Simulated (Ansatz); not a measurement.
**Al (interface cell): density, localisation and related maps**

Input file:

```
crystal:
  lattice:
    - [2.857741536, 0.0, 0.0]
    - [-1.428870768, 4.7390282114, 0.0]
    - [0.0, 0.0, 27.1079918758]
  atoms:
    - { symbol: Al, position: [0.0, 0.0, 0.0] }
    - { symbol: Al, position: [0.1818181818, 0.3636363636, 0.1348545209] }
    - { symbol: Al, position: [0.3636363636, 0.7272727273, 0.2697090417] }
    - { symbol: Al, position: [0.4545454545, 0.9090909091, 0.0899030139] }
    - { symbol: Al, position: [0.0909090909, 0.1818181818, 0.3146605487] }
    - { symbol: Al, position: [0.2727272727, 0.5454545455, 0.4495150695] }
    - { symbol: Al, position: [0.6363636364, 0.2727272727, 0.2247575348] }
    - { symbol: Al, position: [0.8181818182, 0.6363636364, 0.3596120556] }
    - { symbol: Al, position: [0.7272727273, 0.4545454545, 0.044951507] }
    - { symbol: Al, position: [0.9090909091, 0.8181818182, 0.1798060278] }
    - { symbol: Al, position: [0.5454545455, 0.0909090909, 0.4045635626] }
    - { symbol: Al, position: [0.1818181818, 0.3636363636, 0.8596120556] }
    - { symbol: Al, position: [0.3636363636, 0.7272727273, 0.7247575348] }
    - { symbol: Al, position: [0.4545454545, 0.9090909091, 0.9045635626] }
    - { symbol: Al, position: [0.0909090909, 0.1818181818, 0.6798060278] }
    - { symbol: Al, position: [0.2727272727, 0.5454545455, 0.544951507] }
    - { symbol: Al, position: [0.6363636364, 0.2727272727, 0.7697090417] }
    - { symbol: Al, position: [0.8181818182, 0.6363636364, 0.6348545209] }
    - { symbol: Al, position: [0.7272727273, 0.4545454545, 0.9495150695] }
    - { symbol: Al, position: [0.9090909091, 0.8181818182, 0.8146605487] }
    - { symbol: Al, position: [0.5454545455, 0.0909090909, 0.5899030139] }
    - { symbol: Al, position: [0.0, 0.0, 0.5] }
basis:
  ecutwfc: 420
kpoints:
  mp_grid: { grid: [12, 12, 2] }
hamiltonian:
  xc: pbe
scf:
  occupations: { method: gaussian, width: 0.1 }
output:
  forces: true
  stress: true
  eigenvalues: true
  populations: true
  write_density: true
  write_potential: true
  elf: true
  volumetric_format: npy
relax:
  adjacent_minimum: "off"
  f_tol: 0.02
  max_steps: 60
  cell: { fix: [a, b, alpha, beta, gamma], stress_tol: 0.1 }
```

Run with:

```sh
ansatz run input.yaml --threads 4 --pin off --max-ram 11264MiB --backend cpu --events-out ev --progress --plain --runs-dir out
```

The fields are those of the run's last geometry, not of the input's.

Level of theory: DFT PBE, scalar-relativistic, plane waves, PAW (Ansatz).

The density is the valence pseudo-density of a PAW calculation; it isn't the true density close to the nuclei.

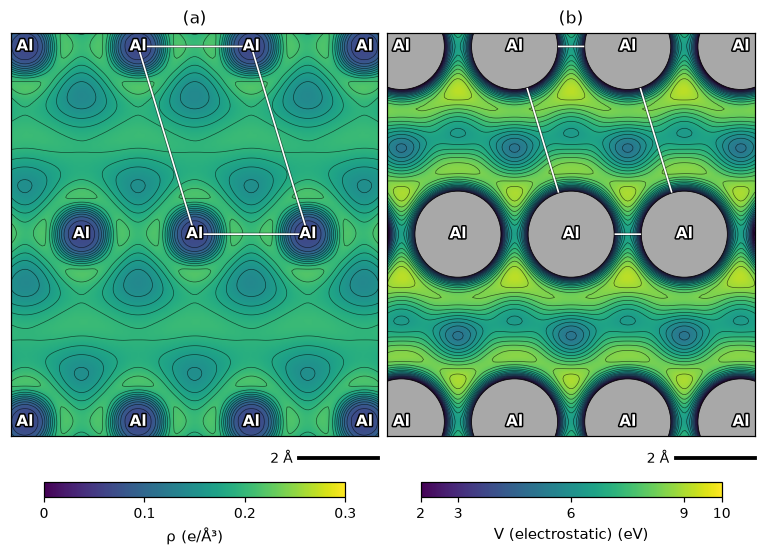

Figure 1. (a) valence charge density (pseudo); (b) electrostatic potential energy of an electron on the (001) plane of the calculation cell. Grey discs cover the atomic cores in the potential map.

> Describe what can be read from this map.

The section cuts through Al sites. Al–Al (2.86 Å): ρ at the midpoint is about 0.2 e/Å³. Between the atoms the lowest density in this plane is 0.14 e/Å³. Outside the cores the potential energy rises away from the atoms and is highest about 1.6 Å from the nearest atoms; its zero is arbitrary.

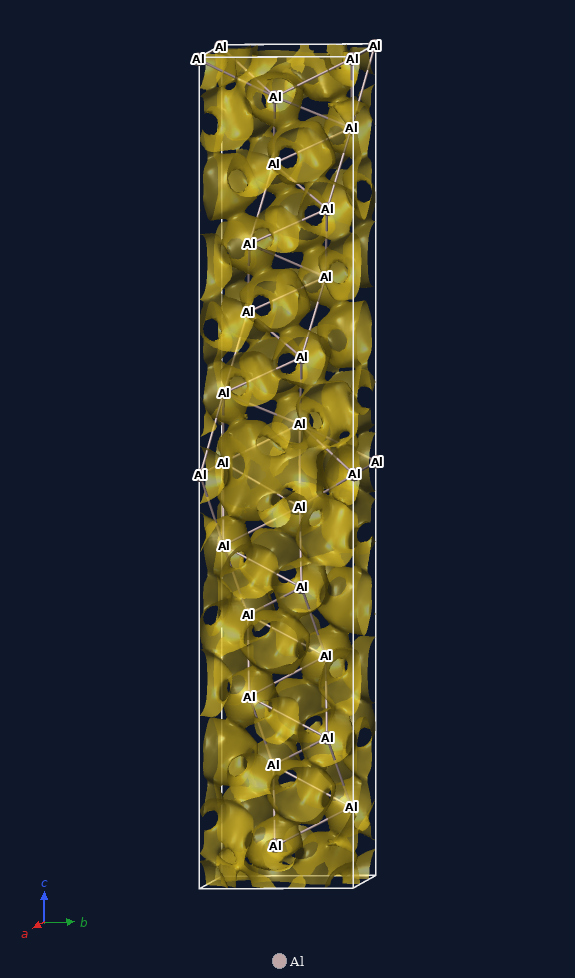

Figure 2. Isosurface of the electron localisation function at 0.55 (yellow), seen slightly off an axis. Core shells and regions of very low density are left out. Sticks mark near contacts.

> What do the ELF domains correspond to?

At this value the surface marks out one network that runs through the whole crystal, counted in one cell of 22 atoms. Regions shared between cells count once. There are no localised bonds or lone pairs at this value.


Al–Al (2.68 Å): the ELF peaks at about 0.80 between the atoms. Al–Al (2.82 Å): the ELF peaks at about 0.65 between the atoms.

> Does the calculation give a band gap?

It is metallic or semimetallic at this level of theory: no gap opens.
